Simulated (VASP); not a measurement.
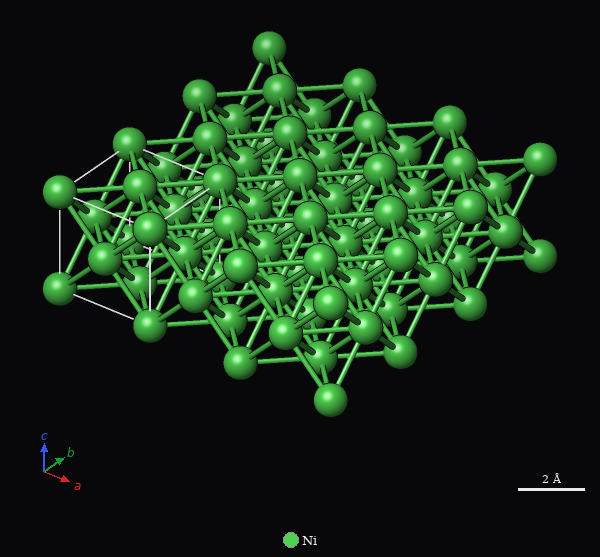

The input geometry (ball-and-stick view of the cell 4 times as large as that of the calculation, set on its symmetry axes, repeated 3 × 3 × 1, seen at an oblique angle). An atom can appear more than once, as a periodic image.

**Ni: band-structure run (part 1 of 2)**

System: Ni (Fm-3m, 1 atom in the cell).
Method: Kohn-Sham DFT of a periodic cell, PBE, DFT+U, VASP PAW PBE potentials, recommended, spin-polarised (VASP 6.6.1).

The structure derives from an entry of the Crystallography Open Database.

## OSZICAR
```
N       E                     dE             d eps       ncg     rms          rms(c)
DAV:   1     0.351051401693E+02    0.35105E+02   -0.42340E+03 16286   0.870E+02
DAV:   2    -0.342893666350E+01   -0.38534E+02   -0.35664E+02 17460   0.164E+02
DAV:   3    -0.499080704878E+01   -0.15619E+01   -0.15518E+01 18706   0.325E+01
DAV:   4    -0.499998273157E+01   -0.91757E-02   -0.91746E-02 18870   0.239E+00
DAV:   5    -0.500008060890E+01   -0.97877E-04   -0.97876E-04 19058   0.219E-01    0.962E+00
DAV:   6    -0.444960865452E+01    0.55047E+00   -0.10846E+01 22185   0.366E+01    0.525E+00
DAV:   7    -0.420148779976E+01    0.24812E+00   -0.17719E+00 20414   0.136E+01    0.194E+00
DAV:   8    -0.419472101181E+01    0.67668E-02   -0.26015E-02 19014   0.115E+00    0.997E-01
DAV:   9    -0.419369359764E+01    0.10274E-02   -0.26759E-03 23923   0.383E-01    0.284E-01
DAV:  10    -0.419372544646E+01   -0.31849E-04   -0.11699E-03 22075   0.272E-01    0.652E-02
DAV:  11    -0.419377540646E+01   -0.49960E-04   -0.11519E-04 18889   0.951E-02    0.351E-02
DAV:  12    -0.419377981847E+01   -0.44120E-05   -0.70348E-06 21151   0.205E-02    0.180E-02
DAV:  13    -0.419378069346E+01   -0.87499E-06   -0.69838E-06 20634   0.166E-02    0.447E-03
DAV:  14    -0.419378051037E+01    0.18308E-06   -0.32052E-07 16315   0.466E-03    0.109E-03
DAV:  15    -0.419378041502E+01    0.95355E-07   -0.37819E-08 11727   0.143E-03
   1 F= -.41937804E+01 E0= -.41900394E+01  d E =-.748199E-02  mag=     0.6680
       N       E                     dE             ncg
DAV:   1     0.227482274921E+05   -0.74455E+05    12741
DAV:   2     0.147020338314E+05   -0.80462E+04    13449
DAV:   3     0.143894190922E+05   -0.31261E+03    15150
DAV:   4     0.143879501597E+05   -0.14689E+01    15071
DAV:   5     0.143879400952E+05   -0.10064E-01    15417
DAV:   6     0.143879399951E+05   -0.10006E-03    15183
DAV:   7     0.143879399941E+05   -0.10061E-05    13266
DAV:   8     0.143879399941E+05   -0.28158E-07    11794
```

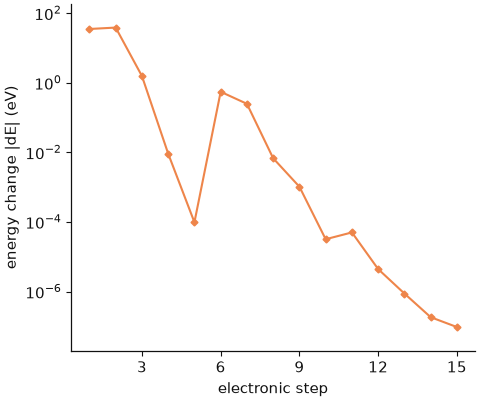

Convergence of the self-consistent field: energy change |dE| against the electronic step. It takes 15 electronic steps. The density is held fixed in the first few steps, and dE rises again when its update begins.

## Parts of OUTCAR
```
PREC = Accurate
   ENCUT = 520
   EDIFF = 1E-7
   ISMEAR = 0
   LREAL = False
   LASPH = True
   NELM = 120
   ISIF = 2
   ISPIN = 2
   LORBIT = 11
   GGA = PE

 ion  position               nearest neighbor table
   1  0.000  0.000  0.000-

  LATTYP: Found a face centered cubic cell.
 ALAT       =     3.4956914048

  Lattice vectors:

 A1 = (   0.0000000000,   1.7478457024,   1.7478457024)
 A2 = (   1.7478457024,   0.0000000000,   1.7478457024)
 A3 = (   1.7478457024,   1.7478457024,   0.0000000000)

Analysis of symmetry for initial positions (statically):
=====================================================================
 Subroutine PRICEL returns:
 Original cell was already a primitive cell.

 Routine SETGRP: Setting up the symmetry group for a
 face centered cubic supercell.

 Subroutine GETGRP returns: Found 48 space group operations
 (whereof 48 operations were pure point group operations)
 out of a pool of 48 trial point group operations.

The static configuration has the point symmetry O_h .

Analysis of symmetry for dynamics (positions and initial velocities):
=====================================================================
 Subroutine PRICEL returns:
 Original cell was already a primitive cell.

 Routine SETGRP: Setting up the symmetry group for a
 face centered cubic supercell.

 Subroutine GETGRP returns: Found 48 space group operations
 (whereof 48 operations were pure point group operations)
 out of a pool of 48 trial point group operations.

The dynamic configuration has the point symmetry O_h .

Analysis of structural, dynamic, and magnetic symmetry:
=====================================================================
 Subroutine PRICEL returns:
 Original cell was already a primitive cell.

 Routine SETGRP: Setting up the symmetry group for a
 face centered cubic supercell.

 Subroutine GETGRP returns: Found 48 space group operations
 (whereof 48 operations were pure point group operations)
 out of a pool of 48 trial point group operations.

The overall configuration has the point symmetry O_h .

 Subroutine INISYM returns: Found 48 space group operations
 (whereof 48 operations are pure point group operations),
 and found     1 'primitive' translations

----------------------------------------------------------------------------------------

                                     Primitive cell

  volume of cell :      10.6792

  direct lattice vectors                    reciprocal lattice vectors
     0.000000000  1.747845702  1.747845702    -0.286066441  0.286066441  0.286066441
     1.747845702  0.000000000  1.747845702     0.286066441 -0.286066441  0.286066441
     1.747845702  1.747845702  0.000000000     0.286066441  0.286066441 -0.286066441

  length of vectors
     2.471827097  2.471827097  2.471827097     0.495481611  0.495481611  0.495481611

  position of ions in fractional coordinates (direct lattice)
     0.000000000  0.000000000  0.000000000

  ion indices of the primitive-cell ions
   primitive index   ion index
                 1           1

----------------------------------------------------------------------------------------

 KPOINTS: Automatic mesh

Automatic generation of k-mesh.
 Grid dimensions read from file:
 generate k-points for:   20   20   20

 Generating k-lattice:

  Cartesian coordinates                     Fractional coordinates (reciprocal lattice)
    -0.014303322  0.014303322  0.014303322     0.050000000  0.000000000  0.000000000
     0.014303322 -0.014303322  0.014303322     0.000000000  0.050000000  0.000000000
     0.014303322  0.014303322 -0.014303322     0.000000000  0.000000000  0.050000000

  Length of vectors
     0.024774081  0.024774081  0.024774081

  Shift w.r.t. Gamma in fractional coordinates (k-lattice)
     0.000000000  0.000000000  0.000000000

 Subroutine IBZKPT returns following result:
 ===========================================

 Found    256 irreducible k-points:

 Following reciprocal coordinates:
            Coordinates               Weight
  0.000000  0.000000  0.000000      1.000000
  0.050000  0.000000  0.000000      8.000000
  0.100000  0.000000  0.000000      8.000000
  0.150000  0.000000  0.000000      8.000000
  0.200000  0.000000  0.000000      8.000000
  0.250000  0.000000  0.000000      8.000000
  0.300000  0.000000  0.000000      8.000000
  0.350000  0.000000  0.000000      8.000000
  0.400000  0.000000  0.000000      8.000000
  0.450000  0.000000  0.000000      8.000000
  0.500000  0.000000  0.000000      4.000000
  0.050000  0.050000  0.000000      6.000000
  0.100000  0.050000  0.000000     24.000000
  0.150000  0.050000  0.000000     24.000000
  0.200000  0.050000  0.000000     24.000000
  0.250000  0.050000  0.000000     24.000000
  0.300000  0.050000  0.000000     24.000000
  0.350000  0.050000  0.000000     24.000000
  0.400000  0.050000  0.000000     24.000000
  0.450000  0.050000  0.000000     24.000000
  0.500000  0.050000  0.000000     24.000000
 -0.450000  0.050000  0.000000     24.000000
 -0.400000  0.050000  0.000000     24.000000
 -0.350000  0.050000  0.000000     24.000000
 [... further k-points ...]
   k-points           NKPTS =    256   k-points in BZ     NKDIM =    256   number of bands    NBANDS=     15
   number of dos      NEDOS =    301   number of ions     NIONS =      1
   total plane-waves  NPLWV =   5832
   dimension x,y,z NGX =    18 NGY =   18 NGZ =   18
   dimension x,y,z NGXF=    36 NGYF=   36 NGZF=   36
   ions per type =               1
   NGX,Y,Z   is equivalent  to a cutoff of  12.11, 12.11, 12.11 a.u.
   NGXF,Y,Z  is equivalent  to a cutoff of  24.21, 24.21, 24.21 a.u.
 SYSTEM =  unknown system
   PREC   = accura    normal or accurate (medium, high low for compatibility)
   ISTART =      0    job   : 0-new  1-cont  2-samecut
   ICHARG =      2    charge: 1-file 2-atom 10-const
   ISPIN  =      2    spin polarized calculation?
   LNONCOLLINEAR =      F non collinear calculations
   LSORBIT =      F    spin-orbit coupling
   LASPH  =      T    aspherical Exc in radial PAW
   ENCUT  =  520.0 eV  38.22 Ry    6.18 a.u.   4.60  4.60  4.60*2*pi/ulx,y,z
   NELM   =    120;   NELMIN=  2; NELMDL= -5     # of ELM steps
   EDIFF  = 0.1E-06   stopping-criterion for ELM
   LREAL  =      F    real-space projection
   EDIFFG = 0.1E-05   stopping-criterion for IOM
   NSW    =      0    number of steps for IOM
   IBRION =     -1    ionic relax: 0-MD 1-quasi-New 2-CG
   NFREE  =      0    steps in history (QN), initial steepest desc. (CG)
   ISIF   =      2    stress and relaxation
   ISYM   =      2    0-nonsym 1-usesym 2-fastsym
   POTIM  = 0.5000    time-step for ionic-motion
   TEBEG  =    0.0;   TEEND  =   0.0 temperature during run
   PSTRESS=    0.0 pullay stress
   NELECT =      10.0000    total number of electrons
   NUPDOWN=      -1.0000    fix difference up-down
   EMIN   =  10.00;   EMAX   =-10.00  energy-range for DOS
   EFERMI =   0.00;   METHOD = LEGACY
   ISMEAR =     0;   SIGMA  =   0.10  broadening in eV -4-tet -1-fermi 0-gaus
   EFERMI_NEDOS =   21; number of points for ismear=-14 and -15
   IALGO  =     38    algorithm
   IMIX   =      4    mixing-type and parameters
     AMIX     =   0.40;   BMIX     =  1.00
     AMIX_MAG =   1.60;   BMIX_MAG =  1.00
  volume/ion in A,a.u.               =      10.68        72.07
  Fermi-wavevector in a.u.,A,eV,Ry     =   1.601628  3.026639 34.901846  2.565213
  Thomas-Fermi vector in A             =   2.698577
   LORBIT       =     11    0 simple, 1 ext, 2 COOP (PROOUT), +10 PAW based schemes
 LDA+U is selected, type is set to LDAUTYPE =  2
   angular momentum for each species LDAUL =     2
   U (eV)           for each species LDAUU =   2.0
   J (eV)           for each species LDAUJ =   0.0
   GGA     = PE    functional components
   LHFCALC =     F    Hartree Fock is set to
   AEXX    =    0.0000 exact exchange contribution
   IVDW    =     0    specifies the selected vdW correction
   LEPSILON=     F    determine dielectric tensor
   LRPA    =     F    only Hartree local field effects (RPA)
 spin polarized calculation
 Gauss-broadening in eV      SIGMA  =   0.10
  energy-cutoff  :      520.00
  volume of cell :       10.68
 maximum number of plane-waves:       302
   NGX =  9   NGY =  9   NGZ =  9

atom =   1  type =  1  l = 2

 onsite density matrix

spin component  1

  0.9125  0.0000 -0.0000 -0.0000  0.0000
  0.0000  0.9125  0.0000 -0.0000  0.0000
 -0.0000  0.0000  0.9217 -0.0000 -0.0000
 -0.0000 -0.0000 -0.0000  0.9125  0.0000
  0.0000  0.0000 -0.0000  0.0000  0.9217

spin component  2

  0.7005 -0.0000  0.0000  0.0000 -0.0000
 -0.0000  0.7005 -0.0000  0.0000 -0.0000
  0.0000 -0.0000  0.8731  0.0000  0.0000
  0.0000  0.0000  0.0000  0.7005 -0.0000
 -0.0000 -0.0000  0.0000 -0.0000  0.8731

 occupancies and eigenvectors
```
